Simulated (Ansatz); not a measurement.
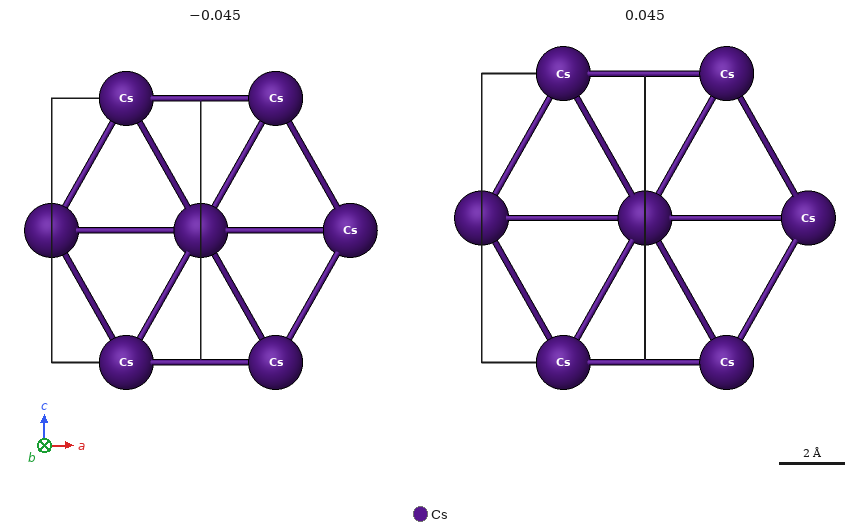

Crystalline Cs (set up in C2/m), under equal strain along all axes (cell held, atoms fixed by symmetry), with energies (extrapolated to zero smearing) counted from the relaxed crystal, which is the row at zero. The picture shows the first and the last member. Style: ball-and-stick. Shown: the reduced cell, repeated 2 × 1 × 1 with one cell outlined, along the b axis. Lengths and directions refer to the drawn axes.

Computed with Ansatz 0.2.0: DFT PBEsol, scalar-relativistic, plane waves, PAW. Set-up: plane-wave cutoff 420 eV; k-point mesh 10 × 6 × 10; occupations gaussian; smearing width 0.1 eV; no spin polarisation.

```tsv
strain	energy (meV/atom)	a (Å)	b (Å)	c (Å)
−0.045	14.08	4.968	4.974	8.202
−0.03	6.10	5.046	5.052	8.331
−0.015	?	?	?	?
0.0	0.00	5.202	5.208	8.589
0.015	1.32	5.280	5.286	8.718
0.03	5.18	5.358	5.364	8.847
0.045	11.34	5.436	5.442	8.975
```

### Fill in the missing row.

A parabola through three neighbouring rows (−0.045, −0.03, 0.0) gives, with Lagrange weights, (−0.3333)(14.08) + (1.0000)(6.10) + (0.3333)(0.00) = 1.41 meV/atom. The calculation gives 1.50 meV/atom (a = 5.124 Å, b = 5.130 Å, c = 8.460 Å). The estimate is 0.09 meV/atom too low. From the first member to the last: Cs–Cs 4.975 → 5.444 Å.

The whole series:

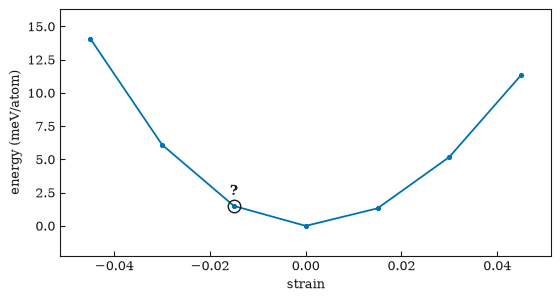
